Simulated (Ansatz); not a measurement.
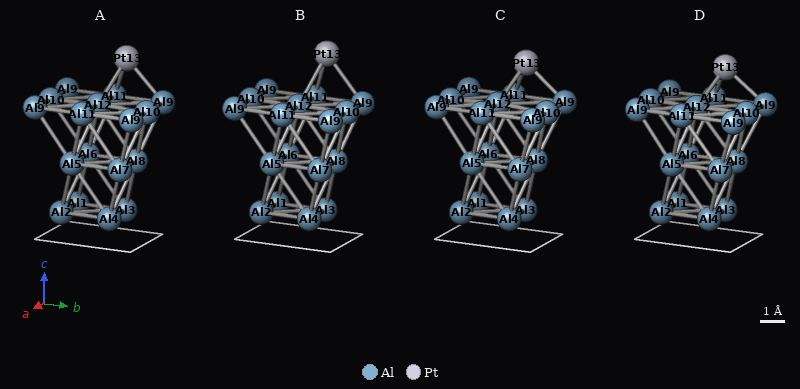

4 geometries from one constrained relaxation of a slab of composition Al₁₂Pt, in shuffled order. Style: ball-and-stick. Shown: the cell of the calculation, outlined in the plane, without the vacuum, slightly off an axis.

It is Pt on Al(111), set down by a guess. The run prepares an end point of a later path (adatom hop) calculation, from a guessed geometry. 4 atoms are held fixed.

Method: Ansatz, DFT PBEsol, scalar-relativistic, plane waves, PAW. Set-up: plane-wave cutoff 420 eV; k-point mesh 3 × 3 × 1; occupations fermi dirac; smearing width 0.05 eV; no spin polarisation; atoms relaxed in a fixed cell; force threshold 0.03 eV/Å; at most 60 steps.

Question: Put them in the order of the run, from the start to the converged end.

Answer: B, A, C, D. They are steps 0, 1, 2, 5, at +1.222 eV per cell of the calculation, +0.464 eV per cell of the calculation, +75.1 meV per cell of the calculation relative to the last. The energy falls by 1.222 eV per cell of the calculation in 5 geometry steps. The largest force component goes from 3.7 to 0.0047 eV/Å. The atom that moves furthest is Pt13 (0.59 Å at 9° to the normal (−c side)). Largest moves by element: Pt 0.59 Å, Al 0.13 Å. The lattice vectors keep their values. Near-neighbour distances that change, for instance: Al12–Pt13 2.727 → 2.361 Å, Al11–Pt13 2.639 → 2.360 Å, Al9–Pt13 2.633 → 2.360 Å, Al11–Al12 2.864 → 3.078 Å. Bond angles that change, for instance: Al11–Pt13–Al12 64.5° → 81.4°, Al9–Pt13–Al12 64.6° → 81.4°, Al9–Pt13–Al11 65.8° → 81.5°. Cost: 46 s on 1 thread of Arm Neoverse V1, with other jobs on the host, peak memory 0.54 GiB.

Limits of the set-up: the periodic images lie only 5.7 Å apart, so the values are limited by the cell's size.
